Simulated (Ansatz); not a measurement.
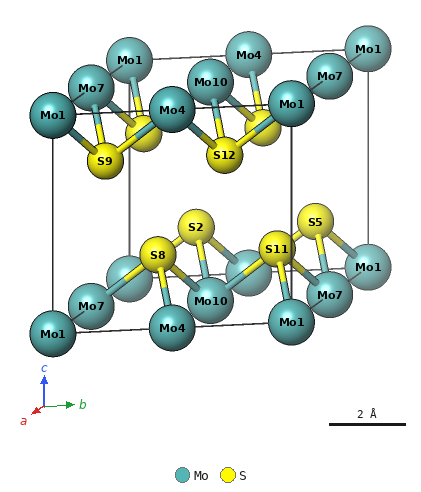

Figure 1. The input geometry (ball-and-stick view of the cell of the calculation, seen slightly off an axis; atoms are numbered from 1 in the order of the input). An atom can appear more than once, as a periodic image. Near neighbours in the periodic cell (some may lie outside the picture): Mo has 6 S at 2.42 Å; S has 3 Mo at 2.42 Å.

# Molecular dynamics, with input and output: MoS2 (part 1 of 3)

MoS2 (P-3m1, 12 atoms in the cell), computed with DFT, r2SCAN, plane waves, PAW, no spin polarisation (Ansatz 0.2.0).

The structure was built on a prototype by a generator. The geometry comes from this level: r2scan-rvv10. It belongs to a series of runs on one base structure; here: npt_langevin at 300 K. Figures and captions count atoms from 1; the log counts them from 0 in places.

## Input file
```yaml
crystal:
  lattice:
    - [6.4404749029, 0.0, 0.0]
    - [-3.2202374514, 5.5776148783, 0.0]
    - [0.0, 0.0, 5.9450268322]
  atoms:
    - { symbol: Mo, position: [0.0, 0.0, 0.0] }
    - { symbol: S, position: [0.1666666667, 0.3333333333, 0.2600310812] }
    - { symbol: S, position: [0.3333333333, 0.1666666667, 0.7399689188] }
    - { symbol: Mo, position: [0.0, 0.5, 0.0] }
    - { symbol: S, position: [0.1666666667, 0.8333333333, 0.2600310812] }
    - { symbol: S, position: [0.3333333333, 0.6666666667, 0.7399689188] }
    - { symbol: Mo, position: [0.5, 0.0, 0.0] }
    - { symbol: S, position: [0.6666666667, 0.3333333333, 0.2600310812] }
    - { symbol: S, position: [0.8333333333, 0.1666666667, 0.7399689188] }
    - { symbol: Mo, position: [0.5, 0.5, 0.0] }
    - { symbol: S, position: [0.6666666667, 0.8333333333, 0.2600310812] }
    - { symbol: S, position: [0.8333333333, 0.6666666667, 0.7399689188] }
kpoints:
  mp_grid: { grid: [3, 3, 2] }
hamiltonian:
  xc: r2scan
scf:
  occupations: { method: fermi_dirac, width: 0.026 }
md:
  ensemble: npt_langevin
  temperature: 300
  timestep: 1.0
  n_steps: 20
  initial_velocities: maxwell_boltzmann
  seed: 8038
```

Launched with:
```bash
ansatz run input.yaml --threads 4 --pin off --max-ram 3686MiB --backend cpu --events-out ev --progress --plain --runs-dir out
```

## Output
```
Warning: md: disabling space-group detection — thermal motion breaks the input geometry's symmetry, so no spatial operation reduces the k-mesh or symmetrises the density; time reversal is kept, so that k and −k are solved as one point where they differ and the mesh holds both, and exact exchange and, on two spinor components, a DFT+U term hold to it where the run has them: on two components no moment then forms, and a state that bears one, which a typed moment (crystal.atoms[].spin; refused beside efield: under a hybrid functional) reaches, can lie lower, under hf by electronvolts; crystal.symmetry.detect: false (a key that needs symmetry detection or time reversal refuses this as the deck is read) with time_reversal: false beside it drops time reversal too
Engine: ansatz 0.2.0, x86_64-unknown-linux-gnu
Pseudopotentials: kind: paw
Pseudopotential: Mo, paw, valence charge 14, recommended cutoff 500 eV (meta_gga), Mo.paw.azcp
Pseudopotential: S, paw, valence charge 6, recommended cutoff 500 eV (meta_gga), S.paw.azcp
Functional definition: r2SCAN
  parameter k0 = 0.174
  parameter k1 = 0.065
  parameter a1 = 4.9479
  exchange = r2scan_x(k0 = k0, k1 = k1, a1 = a1)
  correlation = r2scan_c
Crystal: 12 atoms, lattice volume = 213.560 Å³
Basis set: ecut = 500 eV (smoothed over ±3.0 %; plane waves to 520.2 eV, density to 2080.8 eV), 5753 PW (Γ), exchange–correlation on 192×192×180 points (64 copies of the dense FFT grid, shifted against one another)
Bands: 64, of which v1, the nominal top of the filled ones, is band 52 counted from 1 (51 counted from 0)
Symmetry: 1 space group operations
k-points: 10 of 18 (time reversal used)
Non-local potential: Mo, projectors of the file, l = 0: 3, l = 1: 2, l = 2: 2, l = 3: 1
Non-local potential: S, projectors of the file, l = 0: 2, l = 1: 2, l = 2: 2
PAW form: soft (Blöchl's): semilocal exchange-correlation on the pseudo side does not see the compensation charge
PAW frozen core: Mo, regenerated for the run's functional (the file was generated under x = pbe(κ = 0.804, μ = 0.2195149727645171), c = pbe(β = 0.06672455060314922))
PAW frozen core: S, regenerated for the run's functional (the file was generated under x = pbe(κ = 0.804, μ = 0.2195149727645171), c = pbe(β = 0.06672455060314922))
PAW one-centre angular grid: Mo, 590 points (default); XC on 160 Gauss nodes
PAW one-centre angular grid: S, 302 points (default); XC on 160 Gauss nodes
Initial density: superposition of atomic densities (neutral atoms: chi_scale 0, normalization atom), corrected by the library's trained network
Initial wavefunctions: pseudopotential atomic-orbital guess
Functional: x = r2scan, c = r2scan; τ floored in thin density (d = 2e-4 eV/Å³)
SCF iter   1: F=—  HF=-27125.131242 eV  |F-HF|=—  |Δ(HF+E_count)|=         —  Δρ=1.25e-2  dr2=7.21e-1  dr2_τ=2.03e-1  ethr=1.77e-3  ⟨swp⟩=6.0  Hψ=2373  notcnv=0  defer=3
preconditioner: auto → Resta (q_TF=auto, 2.420 Å⁻¹)  ε∞=8.6  [insulator: Δε(μ)=0.374 eV  Ē_g=7.831 eV  σ=0.026 eV  W_gap=0.84  n_scr=58 (ndim 8)  ℏωp=21.6 eV  f_vac=0.008  D(μ)=3.60/eV (n_scr^D=20)  ε∞_Penn≈8.6]
SCF iter   2: F=—  HF=-27125.151490 eV  |F-HF|=—  |Δ(HF+E_count)|=   2.02e-2  Δρ=5.05e-3  dr2=4.62e-2  dr2_τ=2.77e-2  ethr=6.93e-4  ⟨swp⟩=2.8  Hψ=1058  notcnv=0  defer=40
SCF iter   3: F=—  HF=-27125.153054 eV  |F-HF|=—  |Δ(HF+E_count)|=   1.56e-3  Δρ=2.77e-3  dr2=1.44e-2  dr2_τ=6.00e-4  ethr=4.45e-5  ⟨swp⟩=2.0  Hψ=940  notcnv=0  defer=20
automatic band count: iteration 3 solves 62 bands in place of 64: the levels show a gap, and the empty bands left out lie too high to hold charge; the band table lists the bands solved (type scf.n_extra_bands for more)
SCF iter   4: F=—  HF=-27125.156178 eV  |F-HF|=—  |Δ(HF+E_count)|=   3.12e-3  Δρ=9.93e-4  dr2=2.09e-3  dr2_τ=5.27e-5  ethr=1.39e-5  ⟨swp⟩=2.5  Hψ=908  notcnv=0  defer=20
SCF iter   5: F=—  HF=-27125.156792 eV  |F-HF|=—  |Δ(HF+E_count)|=   6.14e-4  Δρ=3.46e-4  dr2=6.42e-4  dr2_τ=3.91e-5  ethr=2.01e-6  ⟨swp⟩=2.0  Hψ=917  notcnv=0  defer=20
SCF iter   6: F=—  HF=-27125.156780 eV  |F-HF|=—  |Δ(HF+E_count)|=   1.20e-5  Δρ=1.33e-4  dr2=5.99e-5  dr2_τ=6.10e-6  ethr=6.17e-7  ⟨swp⟩=2.5  Hψ=833  notcnv=0  defer=20
SCF iter   7: F=—  HF=-27125.156790 eV  |F-HF|=—  |Δ(HF+E_count)|=   9.49e-6  Δρ=3.17e-5  dr2=3.66e-6  dr2_τ=7.03e-8  ethr=5.76e-8  ⟨swp⟩=2.2  Hψ=938  notcnv=0  defer=20
SCF iter   8: F=—  HF=-27125.156966 eV  |F-HF|=—  |Δ(HF+E_count)|=   1.76e-4  Δρ=5.38e-6  dr2=1.31e-7  dr2_τ=6.79e-9  ethr=3.52e-9  ⟨swp⟩=2.0  Hψ=889  notcnv=0  defer=20
SCF iter   9: F=—  HF=-27125.156966 eV  |F-HF|=—  |Δ(HF+E_count)|=   5.82e-8  Δρ=9.39e-6  dr2=5.30e-7  dr2_τ=3.35e-8  ethr=1.26e-10  ⟨swp⟩=2.4  Hψ=1115  notcnv=0  defer=20
SCF iter  10: F=-27125.156966 eV  HF=-27125.156966 eV  |F-HF|=4.45e-9  |Δ(HF+E_count)|=   3.58e-8  Δρ=1.27e-6  dr2=7.43e-9  dr2_τ=1.00e-9  ethr=1.15e-11  ⟨swp⟩=3.0  Hψ=2507  notcnv=0
SCF 1 converged in 10 iterations: F = -27125.156966 eV  dr2 = 7.43e-9
  greatest PAW one-centre occupation: 0.996 electrons in one spin orbital (limit 2), on the Mo atom at site 6 (counted from 0), in its partial waves of l = 0
md step     0: t =     0.00 fs  T =   275.0 K  F+E_penalty+E_count = -27125.15696639 eV  E_kin = 0.426558 eV  conserved = -27124.86907642 eV  P_inst = 1.3991 GPa  V = 213.5602 Å³  selection 1  (10 SCF iters)
Crystal: 12 atoms, lattice volume = 213.588 Å³
Initial density: handed on by an earlier stage of this run
Initial wavefunctions: those handed on with the density
iter 1 solved again at ethr=3.68e-7 eV; its pass at ethr=3.10e-3 eV (dr2=3.83e-4 eV) is discarded
SCF iter   1: F=—  HF=-27125.154465 eV  |F-HF|=—  |Δ(HF+E_count)|=         —  Δρ=3.74e-4  dr2=2.64e-4  dr2_τ=2.82e-3  ethr=3.68e-7  ⟨swp⟩=3.0  Hψ=3071  notcnv=0
automatic band count: iteration 1 solves 62 bands in place of 64: the levels show a gap, and the empty bands left out lie too high to hold charge; the band table lists the bands solved (type scf.n_extra_bands for more)
preconditioner: auto → Resta (q_TF=auto, 2.420 Å⁻¹)  ε∞=9.4  [insulator: Δε(μ)=0.380 eV  Ē_g=7.417 eV  σ=0.026 eV  W_gap=0.82  n_scr=58 (ndim 8)  ℏωp=21.6 eV  f_vac=0.009  D(μ)=3.60/eV (n_scr^D=20)  ε∞_Penn≈9.4]
SCF iter   2: F=—  HF=-27125.155850 eV  |F-HF|=—  |Δ(HF+E_count)|=   1.39e-3  Δρ=2.67e-4  dr2=1.66e-4  dr2_τ=1.38e-5  ethr=2.54e-7  ⟨swp⟩=2.0  Hψ=1144  notcnv=0
SCF iter   3: F=—  HF=-27125.155870 eV  |F-HF|=—  |Δ(HF+E_count)|=   1.93e-5  Δρ=2.42e-4  dr2=2.88e-4  dr2_τ=2.46e-5  ethr=1.59e-7  ⟨swp⟩=2.0  Hψ=842  notcnv=0
SCF iter   4: F=—  HF=-27125.155860 eV  |F-HF|=—  |Δ(HF+E_count)|=   9.75e-6  Δρ=3.92e-5  dr2=4.16e-6  dr2_τ=6.94e-7  ethr=1.59e-7  ⟨swp⟩=2.3  Hψ=804  notcnv=0
SCF iter   5: F=—  HF=-27125.156042 eV  |F-HF|=—  |Δ(HF+E_count)|=   1.82e-4  Δρ=1.70e-5  dr2=5.16e-7  dr2_τ=4.23e-8  ethr=4.00e-9  ⟨swp⟩=2.2  Hψ=905  notcnv=0
SCF iter   6: F=—  HF=-27125.156042 eV  |F-HF|=—  |Δ(HF+E_count)|=   2.73e-7  Δρ=8.94e-6  dr2=3.82e-7  dr2_τ=3.79e-8  ethr=4.96e-10  ⟨swp⟩=2.3  Hψ=1031  notcnv=0
SCF iter   7: F=—  HF=-27125.156042 eV  |F-HF|=—  |Δ(HF+E_count)|=   4.85e-9  Δρ=6.46e-6  dr2=2.22e-7  dr2_τ=1.79e-8  ethr=3.67e-10  ⟨swp⟩=2.0  Hψ=812  notcnv=0
SCF iter   8: F=—  HF=-27125.156042 eV  |F-HF|=—  |Δ(HF+E_count)|=   7.14e-9  Δρ=2.08e-6  dr2=1.53e-8  dr2_τ=2.34e-9  ethr=2.14e-10  ⟨swp⟩=1.1  Hψ=621  notcnv=0
SCF iter   9: F=-27125.156042 eV  HF=-27125.156042 eV  |F-HF|=8.73e-11  |Δ(HF+E_count)|=   2.64e-9  Δρ=7.86e-7  dr2=2.29e-9  dr2_τ=4.35e-11  ethr=1.15e-11  ⟨swp⟩=4.1  Hψ=1990  notcnv=0
SCF 2 converged in 9 iterations: F = -27125.156042 eV  dr2 = 2.29e-9
md step     1: t =     1.00 fs  T =   279.7 K  F+E_penalty+E_count = -27125.15604193 eV  E_kin = 0.433790 eV  conserved = -27124.86908163 eV  P_inst = 1.3792 GPa  V = 213.5880 Å³  selection 1  (9 SCF iters)
[... from here on the SCF iterations and repeated set-up lines of each step are left out, up to the last step ...]
SCF 3 converged in 9 iterations: F = -27125.153534 eV  dr2 = 1.80e-9
md step     2: t =     2.00 fs  T =   267.3 K  F+E_penalty+E_count = -27125.15353402 eV  E_kin = 0.414576 eV  conserved = -27124.86905357 eV  P_inst = 1.3310 GPa  V = 213.6611 Å³  selection 1  (9 SCF iters)
SCF 4 converged in 9 iterations: F = -27125.149637 eV  dr2 = 1.05e-9
md step     3: t =     3.00 fs  T =   274.3 K  F+E_penalty+E_count = -27125.14963737 eV  E_kin = 0.425486 eV  conserved = -27124.86905076 eV  P_inst = 1.2681 GPa  V = 213.7871 Å³  selection 1  (9 SCF iters)
SCF 5 converged in 9 iterations: F = -27125.144269 eV  dr2 = 1.37e-9
md step     4: t =     4.00 fs  T =   285.2 K  F+E_penalty+E_count = -27125.14426903 eV  E_kin = 0.442456 eV  conserved = -27124.86909393 eV  P_inst = 1.1621 GPa  V = 213.9941 Å³  selection 1  (9 SCF iters)
SCF 6 converged in 5 iterations: F = -27125.137018 eV  dr2 = 4.47e-9
md step     5: t =     5.00 fs  T =   269.3 K  F+E_penalty+E_count = -27125.13701835 eV  E_kin = 0.417753 eV  conserved = -27124.86908878 eV  P_inst = 1.0018 GPa  V = 214.2568 Å³  selection 1  (5 SCF iters)
SCF 7 converged in 5 iterations: F = -27125.127901 eV  dr2 = 7.42e-9
md step     6: t =     6.00 fs  T =   274.0 K  F+E_penalty+E_count = -27125.12790142 eV  E_kin = 0.425062 eV  conserved = -27124.86907848 eV  P_inst = 0.8405 GPa  V = 214.5366 Å³  selection 1  (5 SCF iters)
SCF 8 converged in 5 iterations: F = -27125.116813 eV  dr2 = 8.94e-9
md step     7: t =     7.00 fs  T =   274.6 K  F+E_penalty+E_count = -27125.11681294 eV  E_kin = 0.425881 eV  conserved = -27124.86909338 eV  P_inst = 0.6515 GPa  V = 214.8451 Å³  selection 1  (5 SCF iters)
SCF 9 converged in 6 iterations: F = -27125.103652 eV  dr2 = 1.07e-8
md step     8: t =     8.00 fs  T =   268.2 K  F+E_penalty+E_count = -27125.10365218 eV  E_kin = 0.416043 eV  conserved = -27124.86906903 eV  P_inst = 0.4780 GPa  V = 215.1299 Å³  selection 1  (6 SCF iters)
SCF 10 converged in 7 iterations: F = -27125.089157 eV  dr2 = 5.13e-9
md step     9: t =     9.00 fs  T =   248.9 K  F+E_penalty+E_count = -27125.08915688 eV  E_kin = 0.386031 eV  conserved = -27124.86903149 eV  P_inst = 0.3486 GPa  V = 215.3468 Å³  selection 1  (7 SCF iters)
SCF 11 converged in 9 iterations: F = -27125.074109 eV  dr2 = 2.68e-9
md step    10: t =    10.00 fs  T =   243.4 K  F+E_penalty+E_count = -27125.07410888 eV  E_kin = 0.377469 eV  conserved = -27124.86900780 eV  P_inst = 0.2864 GPa  V = 215.5056 Å³  selection 1  (9 SCF iters)
SCF 12 converged in 7 iterations: F = -27125.058728 eV  dr2 = 2.96e-9
md step    11: t =    11.00 fs  T =   215.0 K  F+E_penalty+E_count = -27125.05872753 eV  E_kin = 0.333443 eV  conserved = -27124.86899042 eV  P_inst = 0.2659 GPa  V = 215.5949 Å³  selection 1  (7 SCF iters)
SCF 13 converged in 5 iterations: F = -27125.043268 eV  dr2 = 7.88e-9
md step    12: t =    12.00 fs  T =   218.9 K  F+E_penalty+E_count = -27125.04326794 eV  E_kin = 0.339482 eV  conserved = -27124.86897710 eV  P_inst = 0.2894 GPa  V = 215.6684 Å³  selection 1  (5 SCF iters)
SCF 14 converged in 5 iterations: F = -27125.027729 eV  dr2 = 1.06e-8
md step    13: t =    13.00 fs  T =   229.1 K  F+E_penalty+E_count = -27125.02772918 eV  E_kin = 0.355398 eV  conserved = -27124.86895562 eV  P_inst = 0.3222 GPa  V = 215.7512 Å³  selection 1  (5 SCF iters)
SCF 15 converged in 7 iterations: F = -27125.012365 eV  dr2 = 6.22e-9
md step    14: t =    14.00 fs  T =   229.7 K  F+E_penalty+E_count = -27125.01236511 eV  E_kin = 0.356235 eV  conserved = -27124.86894161 eV  P_inst = 0.3733 GPa  V = 215.8016 Å³  selection 1  (7 SCF iters)
SCF 16 converged in 6 iterations: F = -27124.997683 eV  dr2 = 9.47e-9
md step    15: t =    15.00 fs  T =   226.7 K  F+E_penalty+E_count = -27124.99768301 eV  E_kin = 0.351675 eV  conserved = -27124.86893884 eV  P_inst = 0.4551 GPa  V = 215.8077 Å³  selection 1  (6 SCF iters)
SCF 17 converged in 5 iterations: F = -27124.983296 eV  dr2 = 1.16e-8
md step    16: t =    16.00 fs  T =   240.9 K  F+E_penalty+E_count = -27124.98329566 eV  E_kin = 0.373615 eV  conserved = -27124.86893705 eV  P_inst = 0.5789 GPa  V = 215.7761 Å³  selection 1  (5 SCF iters)
SCF 18 converged in 6 iterations: F = -27124.968949 eV  dr2 = 7.44e-9
md step    17: t =    17.00 fs  T =   247.5 K  F+E_penalty+E_count = -27124.96894896 eV  E_kin = 0.383952 eV  conserved = -27124.86892512 eV  P_inst = 0.6794 GPa  V = 215.7703 Å³  selection 1  (6 SCF iters)
SCF 19 converged in 7 iterations: F = -27124.956003 eV  dr2 = 9.00e-9
md step    18: t =    18.00 fs  T =   232.6 K  F+E_penalty+E_count = -27124.95600350 eV  E_kin = 0.360852 eV  conserved = -27124.86890239 eV  P_inst = 0.7191 GPa  V = 215.8259 Å³  selection 1  (7 SCF iters)
SCF 20 converged in 5 iterations: F = -27124.944405 eV  dr2 = 8.70e-9
md step    19: t =    19.00 fs  T =   223.1 K  F+E_penalty+E_count = -27124.94440513 eV  E_kin = 0.346015 eV  conserved = -27124.86889523 eV  P_inst = 0.7466 GPa  V = 215.9089 Å³  selection 1  (5 SCF iters)
Crystal: 12 atoms, lattice volume = 215.991 Å³
iter 1 solved again at ethr=3.30e-7 eV; its pass at ethr=3.10e-3 eV (dr2=3.44e-4 eV) is discarded
```
